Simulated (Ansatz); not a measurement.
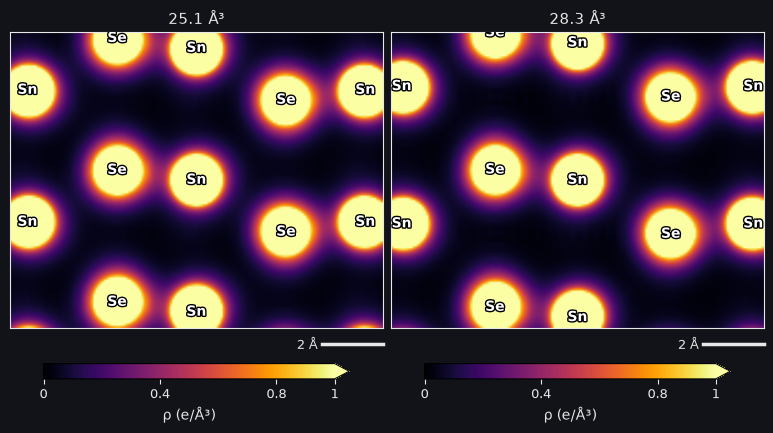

SnSe. The valence electron density of cells scaled evenly to different volumes (given per atom above each panel), on the (010) plane of each (indices in the axes of the cell below), at one length scale and on one colour scale.

Theory: Kohn-Sham DFT of a periodic cell, exchange-only PBE, Ansatz PAW in Ansatz.

The density is the valence pseudo-density of a PAW calculation; it isn't the true density close to the nuclei.

The largest cell:

```
Sn Se
1.0
    11.64398    0.00000    0.00000
     0.00000    4.27218    0.00000
     0.00000    0.00000    4.54747
Sn Se
4 4
Cartesian
  10.2118 3.2041 4.1337
  7.2542 1.0680 1.8599
  4.3898 3.2041 2.6876
  1.4322 1.0680 0.4138
  7.4871 3.2041 4.4747
  9.9789 1.0680 2.2010
  1.6651 3.2041 2.3465
  4.1569 1.0680 0.0728
```

| volume (Å³/atom) | Sn–Se contact in the plane (Å) | ρ at its midpoint (e/Å³) | pressure (GPa) | gap on the mesh (eV) | 
| --- | --- | --- | --- | --- |
| 25.08 | 2.638 | 0.424 | 17.5 | 0.65 | 
| 26.68 | 2.693 | ? | ? | ? | 
| 28.28 | 2.746 | 0.363 | 8.3 | 0.72 | 

Question: Estimate the missing row, and compare with the calculation.

Answer: Over the known rows ln ρ falls by 1.44 per Å of Sn–Se distance (the line through the two), which gives 0.392 e/Å³ at 2.693 Å; the calculation gives 0.398 e/Å³. For the pressure, a straight line in volume between the neighbouring rows gives 12.9 GPa; the calculation gives 12.3, lower because pressure rises ever faster on compression. For the gap on the mesh, a straight line in volume between the neighbouring rows gives 0.69 eV; the calculation gives 0.68.
